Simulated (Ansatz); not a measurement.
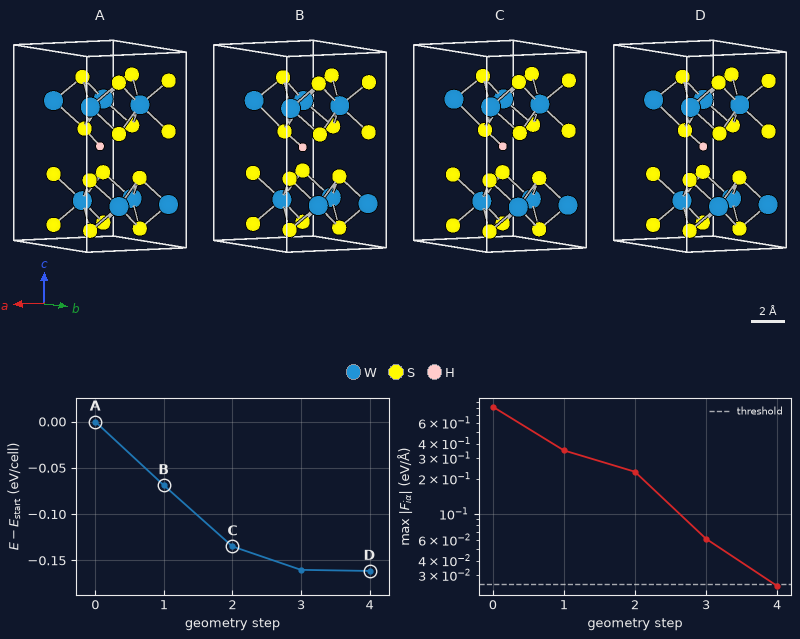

Frames of a relaxation of a defect cell of composition HW$_{8}$S$_{16}$ (cell charge −1), marked on the history of the run. The picture is a ball-and-stick view of the cell of the calculation (origin shifted), seen from a free direction.

The atoms of the start lie slightly off their symmetric places, so part of the fall in energy undoes that.

Method: DFT PBE+D3(BJ), scalar-relativistic, plane waves, PAW; settings changed (Ansatz 0.2.0).

The input:
```yaml
crystal:
  lattice:
    - [3.1541397672, -5.463130331, 0.0]
    - [-6.3082795344, 0.0, 0.0]
    - [0.0, 0.0, -12.1450302921]
  atoms:
    - { symbol: W, position: [0.1646371998, 0.3347552192, 0.2472422308] }
    - { symbol: W, position: [0.6653236109, 0.3342004125, 0.2464599833] }
    - { symbol: W, position: [0.1646630985, 0.8349401612, 0.2470999339] }
    - { symbol: W, position: [0.6648898854, 0.8349819905, 0.2472429663] }
    - { symbol: W, position: [0.3300317164, 0.1678393848, 0.7494105902] }
    - { symbol: W, position: [0.83131625, 0.1689276689, 0.750133227] }
    - { symbol: W, position: [0.3322292539, 0.6682517331, 0.7524170466] }
    - { symbol: W, position: [0.8324250249, 0.6700878757, 0.7493785728] }
    - { symbol: S, position: [0.1658065478, 0.334848403, 0.8803318272] }
    - { symbol: S, position: [0.6645505735, 0.3355033094, 0.8794660787] }
    - { symbol: S, position: [0.1647167184, 0.8355159748, 0.8795377367] }
    - { symbol: S, position: [0.6656251328, 0.8344217786, 0.8803175428] }
    - { symbol: S, position: [0.3324321306, 0.1628717077, 0.3748993815] }
    - { symbol: S, position: [0.833362431, 0.1669595494, 0.3764615376] }
    - { symbol: S, position: [0.3312812984, 0.6684263435, 0.3770199012] }
    - { symbol: S, position: [0.8345859208, 0.6698672847, 0.3750550685] }
    - { symbol: S, position: [0.1671056706, 0.3378807751, 0.6184197539] }
    - { symbol: S, position: [0.6647011797, 0.3351852326, 0.619974305] }
    - { symbol: S, position: [0.1512914376, 0.8474841745, 0.6162416373] }
    - { symbol: S, position: [0.6619774686, 0.8342622481, 0.6211346914] }
    - { symbol: S, position: [0.3313814063, 0.1681055829, 0.1173379385] }
    - { symbol: S, position: [0.8319273916, 0.1676813164, 0.1172103829] }
    - { symbol: S, position: [0.3313745632, 0.6682648239, 0.117521408] }
    - { symbol: S, position: [0.8314780842, 0.6681339847, 0.1173439018] }
    - { symbol: H, position: [0.0630683738, -0.0619252053, 0.5291112537] }
  host:
    lattice:
      - [3.1541397672, 0.0, 0.0]
      - [-1.5770698836, 2.7315651655, 0.0]
      - [0.0, 0.0, 12.1450302921]
    atoms:
      - { symbol: W, position: [0.3333333333, 0.6666666667, 0.7501964938] }
      - { symbol: W, position: [0.6666666667, 0.3333333333, 0.2498035062] }
      - { symbol: S, position: [0.3333333333, 0.6666666667, 0.1201425056] }
      - { symbol: S, position: [0.6666666667, 0.3333333333, 0.6205429627] }
      - { symbol: S, position: [0.3333333333, 0.6666666667, 0.3794570373] }
      - { symbol: S, position: [0.6666666667, 0.3333333333, 0.8798574944] }
total_charge: -1
basis:
  ecutwfc: 420
  xc_grid: 2
kpoints:
  mp_grid: { grid: [3, 3, 2], shift: [0.0, 0.0, 0.5] }
hamiltonian:
  xc: pbe
  dispersion: d3bj
scf:
  occupations: { method: gaussian, width: 0.01 }
  n_extra_bands: 2
output:
  forces: true
  eigenvalues: true
relax:
  adjacent_minimum: "off"
  f_tol: 0.025
  max_steps: 45
```

Command:
```bash
ansatz run input.yaml --threads 4 --pin off --max-ram 10240MiB --backend cpu --events-out ev --progress --plain --runs-dir out
```

**What happens along the run?**

H25 moves most: 0.21 Å along [−1 1 0]. Largest moves by element: H 0.21 Å, S 0.10 Å, W 0.04 Å. The cell stays as it was. Some distances before and after: W7–S19 2.570 → 2.680 Å, S19–H25 1.440 → 1.509 Å, W8–S19 2.379 → 2.420 Å, W5–W8 3.139 → 3.101 Å. Bond angles that change, for instance: W7–S19–H25 172.7° → 177.5°, W5–S19–H25 105.9° → 102.0°, W5–S19–W7 79.1° → 76.1°. After 4 geometry steps the energy has fallen by 0.161 eV per cell of the calculation. The largest force component goes from 0.83 to 0.024 eV/Å. The run took 110 s on 4 threads of Arm Neoverse V2 (shared host), peak memory 1.3 GiB. From step 0 to 1: S and H atoms move most (0.18 Å), energy −68.8 meV per cell of the calculation. From step 1 to 2: S10 moves most (0.11 Å), energy −66.1 meV per cell of the calculation. From step 2 to 4: S11 moves most (0.06 Å), energy −26.5 meV per cell of the calculation.

Limits of the set-up: the periodic images lie only 6.3 Å apart, so the values are limited by the cell's size; the cell is charged, on a uniform background, and energies carry no finite-size correction.
